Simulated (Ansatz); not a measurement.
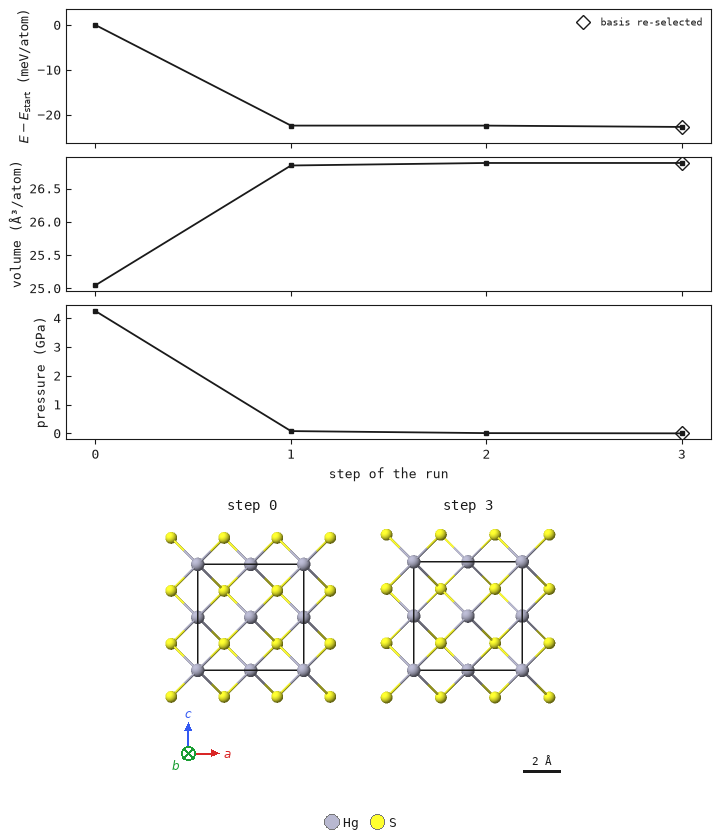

First and last geometry of a relaxation of crystalline HgS (set up in F-43m), with the history of the run. Style: ball-and-stick. Shown: the conventional cell (4 times the calculation's cell), along the b axis. Lengths and directions refer to the drawn axes.

The calculation used DFT PBE, scalar-relativistic, plane waves, PAW in Ansatz.

The input:
```yaml
crystal:
  lattice:
    - [0.0, 2.92585, 2.92585]
    - [2.92585, 0.0, 2.92585]
    - [2.92585, 2.92585, 0.0]
  atoms:
    - { symbol: Hg, position: [0.0, 0.0, 0.0] }
    - { symbol: S, position: [0.25, 0.25, 0.25] }
basis:
  ecutwfc: 420
kpoints:
  mp_grid: { grid: [12, 12, 12] }
hamiltonian:
  xc: pbe
scf:
  occupations: { method: gaussian, width: 0.1 }
output:
  forces: true
  stress: true
  eigenvalues: true
relax:
  adjacent_minimum: "off"
  f_tol: 0.005
  max_steps: 80
  cell: { stress_tol: 0.05 }
```

Run as
```bash
ansatz run input.yaml --threads 4 --pin off --max-ram 11264MiB --backend cpu --events-out ev --progress --plain --runs-dir out
```

### Did the run converge, and what did it change?

It converged. The energy falls by 22.7 meV per atom in 2 accepted moves (3 points after the start). All forces vanish by symmetry, so only the cell relaxes. Pressure: 4.25 GPa at the start and 0.00 GPa at the end. At 1 point the geometry stayed and the basis and grid were re-selected for the new cell (energy shift of 0.3 meV per atom at most each time). The atoms keep their places relative to the cell (all moves are under 0.005 Å). Cell: a = b = c 5.852 → 5.991 Å (+2.4 %). Volume +7.3 %. Some distances before and after: Hg1–S2 2.534 → 2.594 Å. The space group stays F-43m (No. 216). The run took 5.2 s on 4 threads of Intel(R) Xeon(R) 6975P-C (Granite Rapids), with other jobs on the host, peak memory 0.49 GiB.

```csv
step,"E − E(0), meV/atom","pressure, GPa","volume, Å³/atom",note
0,0.00,4.25,25.047,
1,-22.41,0.08,26.846,
2,-22.42,0.01,26.884,
3,-22.72,0.00,26.884,"same geometry, new basis"
```
